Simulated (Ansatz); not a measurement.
**SnGe$_{7}$: geometry relaxation (part 2 of 2)**

Continued. System: SnGe$_{7}$ (Amm2, 16 atoms in the cell). Method: DFT PBEsol, scalar-relativistic, plane waves, PAW, no spin polarisation (Ansatz 0.2.0); cutoff 420 eV, 6×6×6 k-mesh, Gaussian smearing of 0.1 eV. The structure was built on a prototype by a generator; it need not be a known phase.

Geometry of the input (Å; fractional positions):
```
-0.0074  5.7877  5.8038
5.7877  -0.0074  5.8038
5.7803  5.7803  0.0000
Ge 0.0006  0.0006  -0.0006
Ge 0.0006  0.0006  0.4994
Ge 0.0131  0.4952  -0.0042
Ge 0.0131  0.4952  0.4958
Ge 0.4952  0.0131  -0.0042
Ge 0.4952  0.0131  0.4958
Ge 0.4900  0.4900  0.0100
Ge 0.4900  0.4900  0.5100
Ge 0.1258  0.1258  0.1242
Ge 0.1258  0.1258  0.6242
Ge 0.1251  0.6250  0.1250
Ge 0.1251  0.6250  0.6250
Ge 0.6250  0.1251  0.1250
Ge 0.6250  0.1251  0.6250
Sn 0.6252  0.6252  0.1248
Sn 0.6252  0.6252  0.6248
```

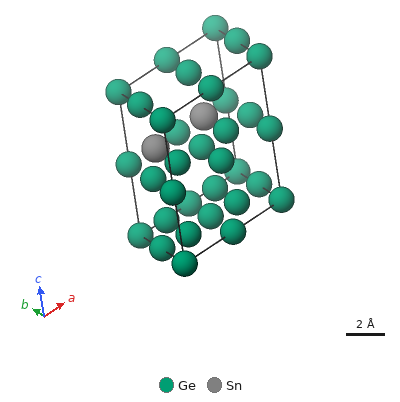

**Figure 1.** The geometry at step 3 of the log (spheres-only view of the reduced cell, seen slightly off an axis).

**Output, continued**
```
  k-point 1: bands = ["-16.7297", "-16.7271", "-16.7137", "-16.7114", "-16.7070", "-16.7032", "-16.6801", "-16.6722", "-16.6569", "-16.6560", "-16.6557", "-16.6497", "-16.6464", "-16.6408", "-16.6404", "-16.6386", "-16.6257", "-16.6237", "-16.6189", "-16.6117", "-16.5999", "-16.5983", "-16.5926", "-16.5909", "-16.5794", "-16.5687", "-16.5671", "-16.5658", "-16.5563", "-16.5499", "-16.5348", "-16.5276", "-16.5273", "-16.5230", "-16.5074", "-16.5043", "-16.5018", "-16.4850", "-16.4760", "-16.4747", "-16.4520", "-16.4456", "-16.4390", "-16.4353", "-16.4341", "-16.4336", "-16.4241", "-16.4226", "-16.4185", "-16.4184", "-16.4175", "-16.4170", "-16.4058", "-16.3978", "-16.3838", "-16.3838", "-16.3713", "-16.3686", "-16.3680", "-16.3548", "-16.3205", "-16.3184", "-16.2915", "-16.2870", "-16.2812", "-16.2795", "-16.2738", "-16.2712", "-16.2526", "-16.2495", "-13.1643", "-13.1633", "-13.1476", "-13.1452", "-13.1385", "-13.1362", "-13.1142", "-13.1073", "-13.1066", "-13.1027", "-4.1535", "-2.5562", "-2.3365", "-2.1977", "-2.0857", "-1.1876", "-1.0022", "-0.8942", "-0.0392", "0.1086", "0.2707", "0.8226", "0.9048", "0.9573", "1.3472", "4.9345", "4.9562", "4.9835", "5.2581", "5.2812", "5.3335", "5.9585", "6.0516", "6.1356", "6.5427", "6.6205", "6.6661", "6.8237", "6.9283", "7.0396", "8.0539", "8.0924", "8.1569", "8.6001", "8.7841", "8.8289", "8.8948", "8.9166", "9.0228", "9.2511", "9.4772", "9.4899", "9.6460", "10.8721", "10.8765", "11.0018", "11.5684", "11.6001", "11.7039", "11.8427", "11.8705", "12.0664", "12.1614", "12.2777", "14.5791"]
  k-point 2: bands = ["-16.7336", "-16.7323", "-16.7119", "-16.7113", "-16.7096", "-16.7056", "-16.6822", "-16.6785", "-16.6583", "-16.6574", "-16.6523", "-16.6513", "-16.6492", "-16.6424", "-16.6334", "-16.6314", "-16.6194", "-16.6159", "-16.6152", "-16.6076", "-16.6030", "-16.6010", "-16.5821", "-16.5794", "-16.5728", "-16.5662", "-16.5635", "-16.5626", "-16.5573", "-16.5521", "-16.5377", "-16.5346", "-16.5345", "-16.5260", "-16.5134", "-16.5096", "-16.5033", "-16.4915", "-16.4787", "-16.4779", "-16.4496", "-16.4440", "-16.4410", "-16.4361", "-16.4341", "-16.4319", "-16.4285", "-16.4225", "-16.4212", "-16.4194", "-16.4179", "-16.4170", "-16.4077", "-16.4035", "-16.3836", "-16.3820", "-16.3652", "-16.3642", "-16.3604", "-16.3544", "-16.3202", "-16.3190", "-16.2905", "-16.2879", "-16.2810", "-16.2799", "-16.2733", "-16.2718", "-16.2522", "-16.2504", "-13.1617", "-13.1613", "-13.1471", "-13.1457", "-13.1402", "-13.1385", "-13.1127", "-13.1087", "-13.1061", "-13.1039", "-3.9160", "-3.0441", "-2.2052", "-2.1147", "-2.0072", "-1.6357", "-1.3852", "-1.2768", "0.5162", "0.5851", "0.6855", "0.9077", "1.1235", "1.1552", "2.3095", "4.5537", "4.5637", "4.6014", "4.8604", "5.0572", "5.1977", "5.4728", "5.5015", "5.5157", "5.5672", "6.2504", "6.2520", "6.3278", "7.1034", "7.1279", "7.7161", "7.7422", "8.3330", "8.7583", "9.1505", "9.1561", "9.1959", "9.5605", "9.6844", "9.8076", "10.6449", "10.6528", "10.7018", "11.3253", "11.3337", "11.6633", "11.7053", "11.7756", "11.8534", "11.8624", "12.3387", "12.9002", "13.0063", "13.1223", "14.1794"]
  k-point 45: bands = ["-16.7308", "-16.7279", "-16.7229", "-16.7183", "-16.7100", "-16.7082", "-16.6967", "-16.6721", "-16.6697", "-16.6645", "-16.6487", "-16.6473", "-16.6462", "-16.6312", "-16.6196", "-16.6194", "-16.6193", "-16.6170", "-16.6099", "-16.5972", "-16.5928", "-16.5848", "-16.5826", "-16.5771", "-16.5749", "-16.5695", "-16.5681", "-16.5601", "-16.5587", "-16.5524", "-16.5391", "-16.5384", "-16.5362", "-16.5261", "-16.5248", "-16.5225", "-16.5036", "-16.5034", "-16.5021", "-16.4862", "-16.4520", "-16.4473", "-16.4369", "-16.4369", "-16.4333", "-16.4314", "-16.4211", "-16.4198", "-16.4194", "-16.4164", "-16.4162", "-16.4123", "-16.3939", "-16.3840", "-16.3794", "-16.3787", "-16.3745", "-16.3709", "-16.3705", "-16.3517", "-16.3207", "-16.3188", "-16.2922", "-16.2870", "-16.2821", "-16.2797", "-16.2742", "-16.2715", "-16.2534", "-16.2505", "-13.1655", "-13.1640", "-13.1476", "-13.1451", "-13.1378", "-13.1353", "-13.1147", "-13.1068", "-13.1068", "-13.1022", "-3.4116", "-3.1666", "-2.5505", "-2.5408", "-2.3513", "-2.1886", "-0.6147", "-0.5104", "-0.5077", "0.0509", "1.6832", "1.7093", "1.8261", "2.0109", "3.3908", "3.6619", "4.3535", "4.3659", "4.4299", "4.4495", "4.4625", "4.5144", "4.5150", "4.5949", "6.0327", "6.0450", "6.2961", "6.4423", "6.5429", "6.5588", "6.9414", "7.1375", "9.0432", "9.1329", "9.6989", "9.7274", "10.0967", "10.2510", "10.6088", "11.1006", "12.1162", "12.1375", "12.1543", "12.1926", "12.5577", "12.5986", "12.6087", "12.6266", "12.7385", "12.7909", "12.8160", "12.8165", "12.9024", "12.9890", "13.0017"]
--- Relaxed structure (3 steps of the walk, 3 accepted, 1 SCFs on fresh bases) ---
  F+E_penalty+E_count = -71447.93136544 eV   max|allowed force component| = 4.625e-4 eV/Å   (the final SCF, on the basis selected at the relaxed cell)
  cell:  # Å, volume = 388.8772 Å³
    - [-0.005525555409713387, 5.789784821531951, 5.800401883909307]
    - [5.789784821531951, -0.005525555409713387, 5.800401883909307]
    - [5.784259266172208, 5.784259266172208, 4.9831332328739764e-11]
  atoms:
    - { symbol: Ge, position: [0.0006947852434759075, 0.0006947852434759075, -0.0006947852434760076] }
    - { symbol: Ge, position: [0.0006947852434758788, 0.0006947852434758788, 0.49930521475652395] }
    - { symbol: Ge, position: [0.013107994595967093, 0.49533803545355715, -0.004223015024762217] }
    - { symbol: Ge, position: [0.013107994595967287, 0.4953380354535568, 0.4957769849752377] }
    - { symbol: Ge, position: [0.49533803545355715, 0.013107994595967093, -0.004223015024762217] }
    - { symbol: Ge, position: [0.4953380354535568, 0.013107994595967287, 0.4957769849752377] }
    - { symbol: Ge, position: [0.4901197723204212, 0.4901197723204212, 0.009880227679578801] }
    - { symbol: Ge, position: [0.4901197723204213, 0.4901197723204213, 0.5098802276795785] }
    - { symbol: Ge, position: [0.1257798532776963, 0.1257798532776963, 0.12422014672230355] }
    - { symbol: Ge, position: [0.12577985327769628, 0.12577985327769628, 0.6242201467223036] }
    - { symbol: Ge, position: [0.12498873655560494, 0.624897243249672, 0.12505701009736125] }
    - { symbol: Ge, position: [0.12498873655560505, 0.624897243249672, 0.6250570100973616] }
    - { symbol: Ge, position: [0.624897243249672, 0.12498873655560494, 0.12505701009736125] }
    - { symbol: Ge, position: [0.624897243249672, 0.12498873655560505, 0.6250570100973616] }
    - { symbol: Sn, position: [0.6250735793036055, 0.6250735793036055, 0.12492642069639459] }
    - { symbol: Sn, position: [0.6250735793036054, 0.6250735793036054, 0.6249264206963946] }
```

**Trajectory as extended XYZ (Å, eV, eV/Å), 4 frames, from step=1 to step=4**
```
16
Lattice="-0.0074 5.7877 5.8038 5.7877 -0.0074 5.8038 5.7803 5.7803 0.0000" Properties=species:S:1:pos:R:3:forces:R:3 step=1 energy=-71447.93124 pressure_GPa=0.01
Ge    0.0000    0.0000    0.0075    0.0000   0.0000   0.0043
Ge    2.8901    2.8901    0.0075    0.0000   0.0000   0.0043
Ge    2.8422    0.0479    2.9502   -0.0008   0.0008   0.0089
Ge    5.7324    2.9381    2.9502   -0.0008   0.0008   0.0089
Ge    0.0479    2.8422    2.9502    0.0008  -0.0008   0.0089
Ge    2.9381    5.7324    2.9502    0.0008  -0.0008   0.0089
Ge    2.8901    2.8901    5.6880    0.0000   0.0000   0.0161
Ge    5.7803    5.7803    5.6880    0.0000   0.0000   0.0161
Ge    1.4451    1.4451    1.4601    0.0000   0.0000  -0.0020
Ge    4.3352    4.3352    1.4601    0.0000   0.0000  -0.0020
Ge    4.3387    1.4416    4.3530   -0.0002   0.0002  -0.0098
Ge    7.2288    4.3317    4.3530   -0.0002   0.0002  -0.0098
Ge    1.4416    4.3387    4.3530    0.0002  -0.0002  -0.0098
Ge    4.3317    7.2288    4.3530    0.0002  -0.0002  -0.0098
Sn    4.3352    4.3352    7.2571    0.0000   0.0000  -0.0166
Sn    7.2253    7.2253    7.2571    0.0000   0.0000  -0.0166
16
Lattice="-0.0043 5.7906 5.7987 5.7906 -0.0043 5.7987 5.7863 5.7863 0.0000" Properties=species:S:1:pos:R:3:forces:R:3 step=2 energy=-71447.93132 pressure_GPa=0.00
Ge    0.0000    0.0000    0.0084    0.0000   0.0000  -0.0021
Ge    2.8932    2.8932    0.0084    0.0000   0.0000  -0.0021
Ge    2.8438    0.0493    2.9487    0.0009  -0.0009  -0.0035
Ge    5.7370    2.9425    2.9487    0.0009  -0.0009  -0.0035
Ge    0.0493    2.8438    2.9487   -0.0009   0.0009  -0.0035
Ge    2.9425    5.7370    2.9487   -0.0009   0.0009  -0.0035
Ge    2.8932    2.8932    5.6844    0.0000   0.0000  -0.0035
Ge    5.7863    5.7863    5.6844    0.0000   0.0000  -0.0035
Ge    1.4466    1.4466    1.4586    0.0000   0.0000   0.0017
Ge    4.3398    4.3398    1.4586    0.0000   0.0000   0.0017
Ge    4.3415    1.4448    4.3482    0.0017  -0.0017   0.0012
Ge    7.2347    4.3380    4.3482    0.0017  -0.0017   0.0012
Ge    1.4448    4.3415    4.3482   -0.0017   0.0017   0.0012
Ge    4.3380    7.2347    4.3482   -0.0017   0.0017   0.0012
Sn    4.3398    4.3398    7.2483    0.0000   0.0000   0.0087
Sn    7.2329    7.2329    7.2483    0.0000   0.0000   0.0087
16
Lattice="-0.0055 5.7898 5.8004 5.7898 -0.0055 5.8004 5.7843 5.7843 0.0000" Properties=species:S:1:pos:R:3:forces:R:3 step=3 energy=-71447.93135 pressure_GPa=0.00
Ge    0.0000    0.0000    0.0081    0.0000   0.0000   0.0000
Ge    2.8921    2.8921    0.0081    0.0000   0.0000   0.0000
Ge    2.8434    0.0487    2.9492   -0.0001   0.0001   0.0001
Ge    5.7355    2.9409    2.9492   -0.0001   0.0001   0.0001
Ge    0.0487    2.8434    2.9492    0.0001  -0.0001   0.0001
Ge    2.9409    5.7355    2.9492    0.0001  -0.0001   0.0001
Ge    2.8921    2.8921    5.6858    0.0000   0.0000  -0.0001
Ge    5.7843    5.7843    5.6858    0.0000   0.0000  -0.0001
Ge    1.4461    1.4461    1.4591    0.0000   0.0000  -0.0003
Ge    4.3382    4.3382    1.4591    0.0000   0.0000  -0.0003
Ge    4.3407    1.4436    4.3496    0.0000   0.0000   0.0003
Ge    7.2328    4.3357    4.3496    0.0000   0.0000   0.0003
Ge    1.4436    4.3407    4.3496    0.0000   0.0000   0.0003
Ge    4.3357    7.2328    4.3496    0.0000   0.0000   0.0003
Sn    4.3382    4.3382    7.2514    0.0000   0.0000  -0.0005
Sn    7.2303    7.2303    7.2514    0.0000   0.0000  -0.0005
16
Lattice="-0.0055 5.7898 5.8004 5.7898 -0.0055 5.8004 5.7843 5.7843 0.0000" Properties=species:S:1:pos:R:3:forces:R:3 step=4 energy=-71447.93136 pressure_GPa=0.00
Ge    0.0000    0.0000    0.0081    0.0000   0.0000   0.0000
Ge    2.8921    2.8921    0.0081    0.0000   0.0000   0.0000
Ge    2.8434    0.0487    2.9492   -0.0001   0.0001   0.0001
Ge    5.7355    2.9409    2.9492   -0.0001   0.0001   0.0001
Ge    0.0487    2.8434    2.9492    0.0001  -0.0001   0.0001
Ge    2.9409    5.7355    2.9492    0.0001  -0.0001   0.0001
Ge    2.8921    2.8921    5.6858    0.0000   0.0000  -0.0001
Ge    5.7843    5.7843    5.6858    0.0000   0.0000  -0.0001
Ge    1.4461    1.4461    1.4591    0.0000   0.0000  -0.0003
Ge    4.3382    4.3382    1.4591    0.0000   0.0000  -0.0003
Ge    4.3407    1.4436    4.3496    0.0000   0.0000   0.0003
Ge    7.2328    4.3357    4.3496    0.0000   0.0000   0.0003
Ge    1.4436    4.3407    4.3496    0.0000   0.0000   0.0003
Ge    4.3357    7.2328    4.3496    0.0000   0.0000   0.0003
Sn    4.3382    4.3382    7.2514    0.0000   0.0000  -0.0005
Sn    7.2303    7.2303    7.2514    0.0000   0.0000  -0.0005
```

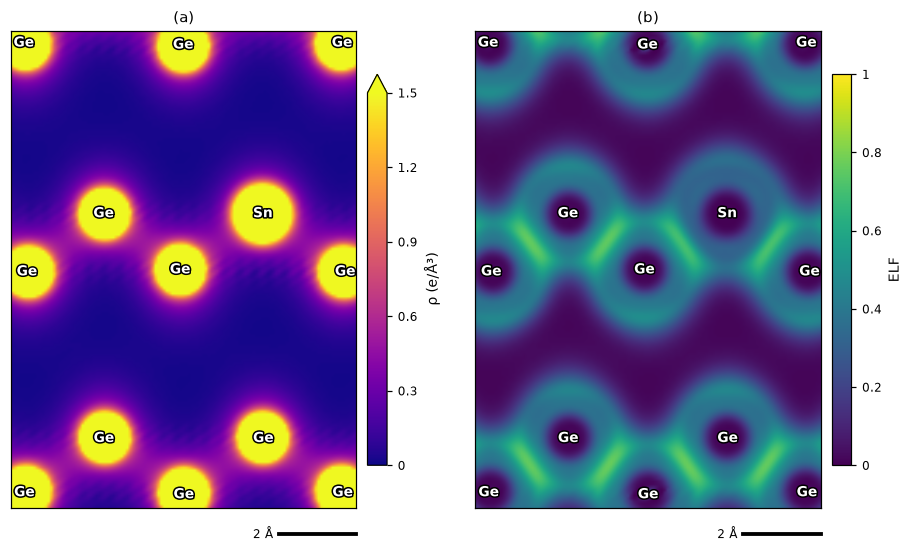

**Figure 2.** (a) valence charge density (pseudo); (b) electron localisation function on the (011̄) plane of the calculation cell. The section cuts through Ge and Sn sites. Ge–Ge (2.45 Å): ρ is about 0.5 e/Å³ halfway; the ELF peaks at about 0.75 between the atoms, as expected for localised, shared-pair bonding. Sn–Ge (2.60 Å): ρ is about 0.45 e/Å³ halfway; the ELF peaks at about 0.70 between the atoms. Ge–Ge (2.51 Å): ρ is about 0.46 e/Å³ halfway; the ELF peaks at about 0.75 between the atoms (localised, shared-pair bonding). Away from the nuclei the density in this plane falls to 0.01 e/Å³ at its lowest. The fields are those of the smooth PAW valence density.

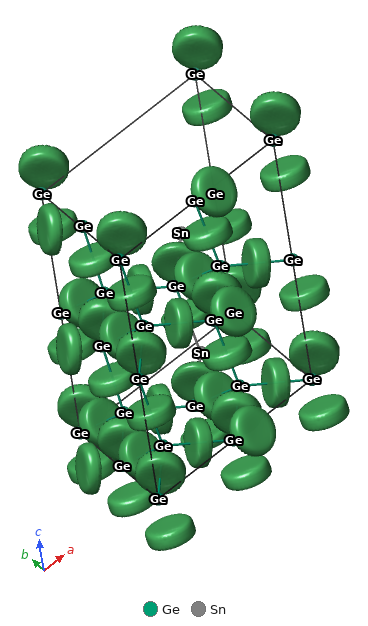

**Figure 3.** Isosurface of the electron localisation function at 0.55 (green), seen slightly off an axis. Core shells and regions of very low density are left out. Sticks mark near contacts. The outline is the calculation cell. The ELF exceeds this value in 24 regions between bonded Ge–Ge atoms (shared pairs) and eight regions between bonded Ge–Sn atoms (shared pairs), counted in one cell of 16 atoms. Along the contacts the grid gives the following. Sn–Ge (2.58 Å): the ELF peaks at about 0.70 between the atoms.

**Results in brief**

```csv
quantity,value
outcome,converged
space group (tolerance 0.01 Å),Amm2 (38)
electrons treated,224
free energy,−71447.9314 eV
Fermi energy,8.160 eV
gap on the k-point mesh,none (metallic)
pressure,0.00 GPa
final volume,388.88 Å³
largest force (length of the vector) at the end,under 0.001 eV/Å
final cell,"a = 8.196 Å, b = 8.196 Å, c = 8.180 Å, α = 60.06°, β = 60.06°, γ = 60.00°"
hardware,"4 threads of Intel Xeon @ 2.70GHz, 189 GiB of memory available, shared host"
wall time,5.8 min (CPU time 23 min)
peak memory,2.6 GiB
```
